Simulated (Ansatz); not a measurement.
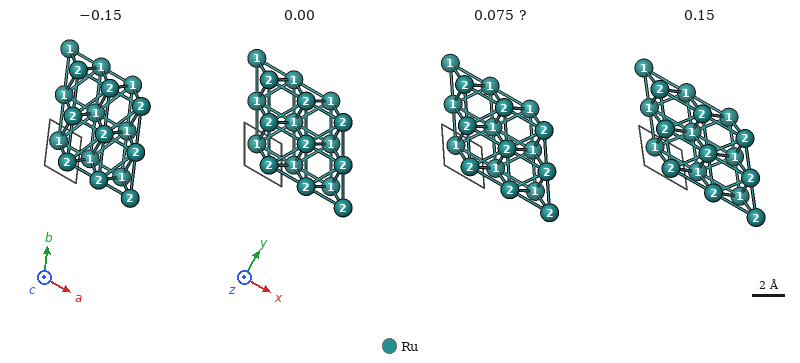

A scan of solid Ru (P6_3/mmc): the cell is strained along x and oppositely along y, with the atoms kept at their fractional coordinates. x, y and z are the Cartesian axes of the input. The picture is a ball-and-stick view of the cell of the calculation, repeated 3 × 3 × 2 with one cell outlined, seen along the c axis.

These are results of DFT PBEsol, scalar-relativistic, plane waves, PAW in Ansatz 0.2.0, not measurements. Set-up: plane-wave cutoff 420 eV; k-point mesh 24 × 24 × 12; occupations gaussian; smearing width 0.15 eV; no spin polarisation. Energies (free energies at the smearing named) are counted from the cell as listed in its source, which wasn't relaxed.

```
 strain  ΔE (meV/atom)
−0.1500            884
−0.1125            487
−0.0750            210
 0.0000              0
 0.0375             46
 0.0750              ?
 0.1125            364
 0.1500            558
```

> Fill in the missing row.

A straight line between the two neighbours gives 205 meV/atom. A cubic through the four nearest rows (0.0000, 0.0375, 0.1125, 0.1500) gives, with Lagrange weights, (−0.1667)(0) + (0.6667)(46) + (0.6667)(364) + (−0.1667)(558) = 180 meV/atom. The calculation gives 176 meV/atom, so the cubic is 4 meV/atom too high and the straight line 29 meV/atom too high, as the curve bends upwards here.

The whole profile:

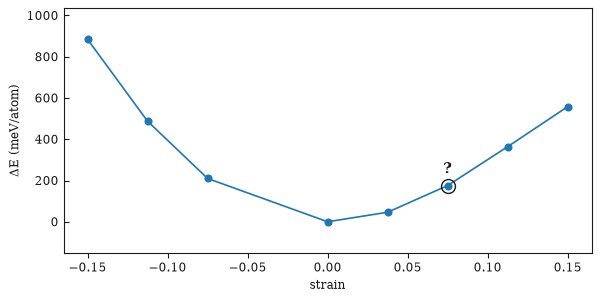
